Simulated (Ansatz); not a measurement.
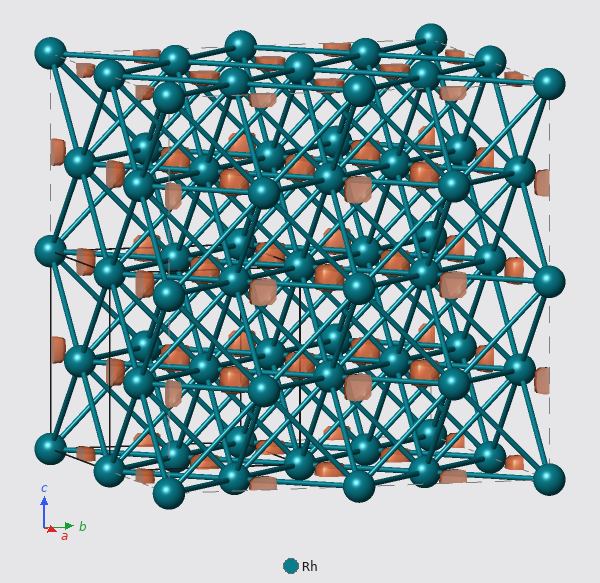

The orange surface encloses the points that the centre of a probe sphere of radius 0.30 Å can occupy in Rh (Fm-3m, No. 225), computed on a grid of about 0.16 Å (2×2×2 cells shown, view slightly off an axis; pale faces close the region where the box cuts it).

Hard-sphere model; metallic radii: Rh 1.34 Å.

Origin of the cell: the input geometry of an electronic-structure calculation (not necessarily at equilibrium).

```cif
data_structure
_symmetry_space_group_name_H-M 'Fm-3m'
_symmetry_Int_Tables_number 225
_cell_length_a 3.8000
_cell_length_b 3.8000
_cell_length_c 3.8000
_cell_angle_alpha 90.000
_cell_angle_beta 90.000
_cell_angle_gamma 90.000
_cell_volume 54.87
loop_
_atom_site_label
_atom_site_type_symbol
_atom_site_symmetry_multiplicity
_atom_site_Wyckoff_symbol
_atom_site_fract_x
_atom_site_fract_y
_atom_site_fract_z
_atom_site_occupancy
Rh1 Rh 4 a 0.00000 0.00000 0.00000 1
```

**Do these regions connect?**

They are isolated pockets that do not connect across cells.

**What share of the cell can the probe's centre reach?**

About 1.2 % of the volume (0.67 Å³ of 54.9 Å³).

**Give the largest included and the largest free sphere.**

The largest sphere that fits anywhere has a diameter of 1.12 Å; the largest that can travel through the crystal, about 0.4 Å.

**How does the connectivity change as the probe shrinks?**

Below a radius of about 0.21 Å the space forms a three-dimensional network. These are grid estimates, good to about 0.05 Å.
